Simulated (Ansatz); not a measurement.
**Single-point calculation, with input and output: Bi₂Se₃ (part 2 of 2)**

Continued. System: Bi₂Se₃ (R-3m, 5 atoms in the cell). Method: DFT, PBE with spin-orbit coupling, plane waves, PAW (Ansatz 0.2.0); cutoff 420 eV, 8×8×8 k-mesh, Fermi–Dirac smearing of 0.02 eV. The structure derives from an entry of the Crystallography Open Database. The geometry comes from this level: r2SCAN.

Geometry of the input (Å; fractional positions):
```
2.0811  1.2015  10.0657
-2.0811  1.2015  10.0657
0.0000  -2.4030  10.0657
Bi 0.3976  0.3976  0.3976
Bi 0.6024  0.6024  0.6024
Se 0.0000  0.0000  0.0000
Se 0.2177  0.2177  0.2177
Se 0.7823  0.7823  0.7823
```

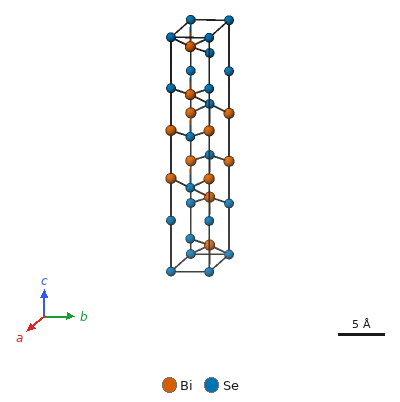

*The input geometry (ball-and-stick view of the cell 3 times as large as that of the calculation, set on its symmetry axes, seen at an oblique angle).*

## What the program printed, continued
```
--- Forces (eV/Å), atoms counted from 1 ---
  atom   1  Bi     0.00000000     0.00000000    -0.17849764
  atom   2  Bi     0.00000000    -0.00000000     0.17849764
  atom   3  Se    -0.00000000     0.00000000    -0.00000000
  atom   4  Se     0.00000000     0.00000000    -0.29945157
  atom   5  Se     0.00000000    -0.00000000     0.29945157
  max |Σ_I F_I| component: 5.55e-17 eV/Å
--- Stress (GPa, compression-positive) ---
        1.666011       0.000000       0.000000
        0.000000       1.666011       0.000000
        0.000000       0.000000       1.565246
  P = ⅓ Tr σ = 1.6324 GPa (16.324 kbar)
--- Band table (eV; the first three rows and the last of 65) ---
  k-point 0: bands = ["-39.7813", "-39.7813", "-39.7812", "-39.7812", "-39.7719", "-39.7719", "-39.7718", "-39.7718", "-39.5816", "-39.5816", "-39.5521", "-39.5521", "-38.8895", "-38.8895", "-38.8895", "-38.8895", "-38.8818", "-38.8818", "-38.8817", "-38.8817", "-38.8772", "-38.8772", "-38.8771", "-38.8771", "-38.6898", "-38.6898", "-38.6776", "-38.6776", "-38.6517", "-38.6517", "-16.4266", "-16.4266", "-16.4264", "-16.4264", "-16.4161", "-16.4161", "-16.4147", "-16.4147", "-13.4515", "-13.4515", "-13.4498", "-13.4498", "-13.4317", "-13.4317", "-13.4316", "-13.4316", "-13.4302", "-13.4302", "-13.4286", "-13.4286", "-6.0622", "-6.0622", "-5.5122", "-5.5122", "-4.5274", "-4.5274", "-1.3301", "-1.3301", "-0.3930", "-0.3930", "5.4853", "5.4853", "5.7786", "5.7786", "6.3361", "6.3361", "6.4089", "6.4089", "6.5916", "6.5916", "6.6294", "6.6294", "6.8103", "6.8103", "7.0585", "7.0585", "7.8494", "7.8494", "7.8780", "7.8780", "9.2894", "9.2894", "9.5084", "9.5084", "10.3058", "10.3058", "10.9692", "10.9692"]
  k-point 1: bands = ["-39.7812", "-39.7812", "-39.7812", "-39.7812", "-39.7719", "-39.7719", "-39.7718", "-39.7718", "-39.5816", "-39.5816", "-39.5521", "-39.5521", "-38.8895", "-38.8895", "-38.8895", "-38.8895", "-38.8818", "-38.8818", "-38.8817", "-38.8817", "-38.8772", "-38.8772", "-38.8771", "-38.8771", "-38.6898", "-38.6898", "-38.6776", "-38.6776", "-38.6517", "-38.6517", "-16.4259", "-16.4259", "-16.4257", "-16.4257", "-16.4163", "-16.4163", "-16.4147", "-16.4147", "-13.4505", "-13.4505", "-13.4485", "-13.4485", "-13.4329", "-13.4329", "-13.4326", "-13.4326", "-13.4297", "-13.4297", "-13.4275", "-13.4275", "-5.9263", "-5.9263", "-5.3918", "-5.3918", "-4.4548", "-4.4548", "-1.3941", "-1.3941", "-0.5764", "-0.5764", "4.9513", "4.9513", "5.2111", "5.2111", "5.7223", "5.7223", "6.1059", "6.1059", "6.2321", "6.2321", "6.7739", "6.7739", "6.9532", "6.9532", "7.1690", "7.1690", "7.4636", "7.4636", "8.7043", "8.7043", "9.1796", "9.1796", "10.1303", "10.1303", "10.5319", "10.5319", "11.1794", "11.1794"]
  k-point 2: bands = ["-39.7812", "-39.7812", "-39.7812", "-39.7812", "-39.7719", "-39.7719", "-39.7718", "-39.7718", "-39.5816", "-39.5816", "-39.5521", "-39.5521", "-38.8895", "-38.8895", "-38.8894", "-38.8894", "-38.8818", "-38.8818", "-38.8817", "-38.8817", "-38.8771", "-38.8771", "-38.8771", "-38.8771", "-38.6898", "-38.6898", "-38.6776", "-38.6776", "-38.6516", "-38.6516", "-16.4244", "-16.4244", "-16.4241", "-16.4241", "-16.4163", "-16.4163", "-16.4149", "-16.4149", "-13.4506", "-13.4506", "-13.4476", "-13.4476", "-13.4351", "-13.4351", "-13.4340", "-13.4340", "-13.4267", "-13.4267", "-13.4242", "-13.4242", "-5.5345", "-5.5345", "-5.0597", "-5.0597", "-4.2783", "-4.2783", "-1.6497", "-1.6497", "-1.0756", "-1.0756", "3.9618", "3.9618", "4.5867", "4.5867", "4.9327", "4.9327", "5.5417", "5.5417", "5.7434", "5.7434", "6.5086", "6.5086", "6.7750", "6.7750", "6.9821", "6.9821", "7.5554", "7.5554", "8.8727", "8.8727", "9.7571", "9.7571", "10.4778", "10.4778", "10.9107", "10.9107", "11.7164", "11.7164"]
  k-point 64: bands = ["-39.7813", "-39.7813", "-39.7812", "-39.7812", "-39.7719", "-39.7719", "-39.7718", "-39.7718", "-39.5816", "-39.5816", "-39.5521", "-39.5521", "-38.8895", "-38.8895", "-38.8895", "-38.8895", "-38.8818", "-38.8818", "-38.8817", "-38.8817", "-38.8772", "-38.8772", "-38.8771", "-38.8771", "-38.6898", "-38.6898", "-38.6776", "-38.6776", "-38.6517", "-38.6517", "-16.4266", "-16.4266", "-16.4264", "-16.4264", "-16.4161", "-16.4161", "-16.4147", "-16.4147", "-13.4515", "-13.4515", "-13.4498", "-13.4498", "-13.4316", "-13.4316", "-13.4316", "-13.4316", "-13.4302", "-13.4302", "-13.4286", "-13.4286", "-5.9930", "-5.9930", "-5.6550", "-5.6550", "-4.4068", "-4.4068", "-1.5351", "-1.5351", "-0.2044", "-0.2044", "5.2883", "5.2883", "5.9448", "5.9448", "6.1253", "6.1253", "6.5307", "6.5307", "6.6059", "6.6059", "6.7432", "6.7432", "6.8907", "6.8907", "6.9936", "6.9936", "7.5708", "7.5708", "8.1308", "8.1308", "9.1904", "9.1904", "9.6221", "9.6221", "10.4325", "10.4325", "10.8994", "10.8994"]
```

## File rho_z.tsv
```
# z_ang	rho[e/angstrom^3]	m_x[e/angstrom^3]	m_y[e/angstrom^3]	m_z[e/angstrom^3]	m_norm[e/angstrom^3]
# format = ansatz-planar-average/11
# lattice	2.081095089	1.201520810	10.065728662
# lattice	-2.081095089	1.201520810	10.065728662
# lattice	0.000000000	-2.403041619	10.065728662
# sites	5
# site	83	0.000000000	-0.000000000	12.007571425
# site	83	0.000000000	-0.000000000	18.189614561
# site	34	0.000000000	0.000000000	0.000000000
# site	34	0.000000000	-0.000000000	6.573829750
# site	34	0.000000000	-0.000000000	23.623356236
0.000000	5.972060e-1	0.000000e0	0.000000e0	0.000000e0	0.000000e0
0.344953	5.599461e-1	0.000000e0	0.000000e0	0.000000e0	0.000000e0
0.689907	4.827585e-1	0.000000e0	0.000000e0	0.000000e0	0.000000e0
1.034860	4.341422e-1	0.000000e0	0.000000e0	0.000000e0	0.000000e0
1.379813	4.561013e-1	0.000000e0	0.000000e0	0.000000e0	0.000000e0
1.724767	5.375650e-1	0.000000e0	0.000000e0	0.000000e0	0.000000e0
2.069720	6.227015e-1	0.000000e0	0.000000e0	0.000000e0	0.000000e0
2.414673	6.497713e-1	0.000000e0	0.000000e0	0.000000e0	0.000000e0
2.759626	6.062316e-1	0.000000e0	0.000000e0	0.000000e0	0.000000e0
3.104580	5.348965e-1	0.000000e0	0.000000e0	0.000000e0	0.000000e0
3.449533	4.806042e-1	0.000000e0	0.000000e0	0.000000e0	0.000000e0
3.794486	4.562622e-1	0.000000e0	0.000000e0	0.000000e0	0.000000e0
4.139440	4.543992e-1	0.000000e0	0.000000e0	0.000000e0	0.000000e0
4.484393	4.631781e-1	0.000000e0	0.000000e0	0.000000e0	0.000000e0
4.829346	4.723917e-1	0.000000e0	0.000000e0	0.000000e0	0.000000e0
5.174300	4.760590e-1	0.000000e0	0.000000e0	0.000000e0	0.000000e0
5.519253	4.723917e-1	0.000000e0	0.000000e0	0.000000e0	0.000000e0
5.864206	4.631781e-1	0.000000e0	0.000000e0	0.000000e0	0.000000e0
6.209159	4.543992e-1	0.000000e0	0.000000e0	0.000000e0	0.000000e0
6.554113	4.562622e-1	0.000000e0	0.000000e0	0.000000e0	0.000000e0
6.899066	4.806042e-1	0.000000e0	0.000000e0	0.000000e0	0.000000e0
7.244019	5.348965e-1	0.000000e0	0.000000e0	0.000000e0	0.000000e0
7.588973	6.062316e-1	0.000000e0	0.000000e0	0.000000e0	0.000000e0
7.933926	6.497713e-1	0.000000e0	0.000000e0	0.000000e0	0.000000e0
8.278879	6.227015e-1	0.000000e0	0.000000e0	0.000000e0	0.000000e0
8.623833	5.375650e-1	0.000000e0	0.000000e0	0.000000e0	0.000000e0
8.968786	4.561013e-1	0.000000e0	0.000000e0	0.000000e0	0.000000e0
9.313739	4.341422e-1	0.000000e0	0.000000e0	0.000000e0	0.000000e0
9.658692	4.827585e-1	0.000000e0	0.000000e0	0.000000e0	0.000000e0
10.003646	5.599461e-1	0.000000e0	0.000000e0	0.000000e0	0.000000e0
```

## File v_z.tsv
```
# z_ang	v_es[eV]	v_tot[eV]	b_x[eV]	b_y[eV]	b_z[eV]
# format = ansatz-planar-average/11
# xc	pbe
# density_cutoff_ev	1680
# datasets	Bi=:simpson_from_first_knot:soft	Se=:simpson_from_first_knot:soft
# lattice	2.081095089	1.201520810	10.065728662
# lattice	-2.081095089	1.201520810	10.065728662
# lattice	0.000000000	-2.403041619	10.065728662
# sites	5
# site	83	0.000000000	-0.000000000	12.007571425
# site	83	0.000000000	-0.000000000	18.189614561
# site	34	0.000000000	0.000000000	0.000000000
# site	34	0.000000000	-0.000000000	6.573829750
# site	34	0.000000000	-0.000000000	23.623356236
0.000000	7.606274e0	-1.314744e0	0.000000e0	0.000000e0	0.000000e0
0.344953	7.595954e0	-1.315907e0	0.000000e0	0.000000e0	0.000000e0
0.689907	7.530883e0	-1.368214e0	0.000000e0	0.000000e0	0.000000e0
1.034860	7.375646e0	-1.529662e0	0.000000e0	0.000000e0	0.000000e0
1.379813	7.135782e0	-1.802562e0	0.000000e0	0.000000e0	0.000000e0
1.724767	6.809661e0	-2.186945e0	0.000000e0	0.000000e0	0.000000e0
2.069720	6.383293e0	-2.682880e0	0.000000e0	0.000000e0	0.000000e0
2.414673	5.852077e0	-3.269476e0	0.000000e0	0.000000e0	0.000000e0
2.759626	5.217151e0	-3.935572e0	0.000000e0	0.000000e0	0.000000e0
3.104580	4.510135e0	-4.660104e0	0.000000e0	0.000000e0	0.000000e0
3.449533	3.822643e0	-5.366711e0	0.000000e0	0.000000e0	0.000000e0
3.794486	3.229172e0	-5.997271e0	0.000000e0	0.000000e0	0.000000e0
4.139440	2.747553e0	-6.534028e0	0.000000e0	0.000000e0	0.000000e0
4.484393	2.400911e0	-6.929716e0	0.000000e0	0.000000e0	0.000000e0
4.829346	2.213004e0	-7.143907e0	0.000000e0	0.000000e0	0.000000e0
5.174300	2.160843e0	-7.203262e0	0.000000e0	0.000000e0	0.000000e0
5.519253	2.213004e0	-7.143907e0	0.000000e0	0.000000e0	0.000000e0
5.864206	2.400911e0	-6.929716e0	0.000000e0	0.000000e0	0.000000e0
6.209159	2.747553e0	-6.534028e0	0.000000e0	0.000000e0	0.000000e0
6.554113	3.229172e0	-5.997271e0	0.000000e0	0.000000e0	0.000000e0
6.899066	3.822643e0	-5.366711e0	0.000000e0	0.000000e0	0.000000e0
7.244019	4.510135e0	-4.660104e0	0.000000e0	0.000000e0	0.000000e0
7.588973	5.217151e0	-3.935572e0	0.000000e0	0.000000e0	0.000000e0
7.933926	5.852077e0	-3.269476e0	0.000000e0	0.000000e0	0.000000e0
8.278879	6.383293e0	-2.682880e0	0.000000e0	0.000000e0	0.000000e0
8.623833	6.809661e0	-2.186945e0	0.000000e0	0.000000e0	0.000000e0
8.968786	7.135782e0	-1.802562e0	0.000000e0	0.000000e0	0.000000e0
9.313739	7.375646e0	-1.529662e0	0.000000e0	0.000000e0	0.000000e0
9.658692	7.530883e0	-1.368214e0	0.000000e0	0.000000e0	0.000000e0
10.003646	7.595954e0	-1.315907e0	0.000000e0	0.000000e0	0.000000e0
```

## Results in brief

| quantity | value |
| --- | --- |
| outcome | converged |
| space group (tolerance 0.01 Å) | R-3m (166) |
| electrons treated | 78 |
| free energy | −41286.0282 eV |
| Fermi energy | 7.866 eV |
| band gap | 0.03 eV |
| net moment of the cell | 0.00 μB |
| integrated absolute moment | 0.00 μB |
| pressure | 1.63 GPa |
| largest force (length of the vector) | 0.299 eV/Å |
| hardware | 4 threads of Arm Neoverse V2, 24 GiB of memory available, shared host |
| wall time | 77 s (CPU time 5.1 min) |
| peak memory | 1.8 GiB |
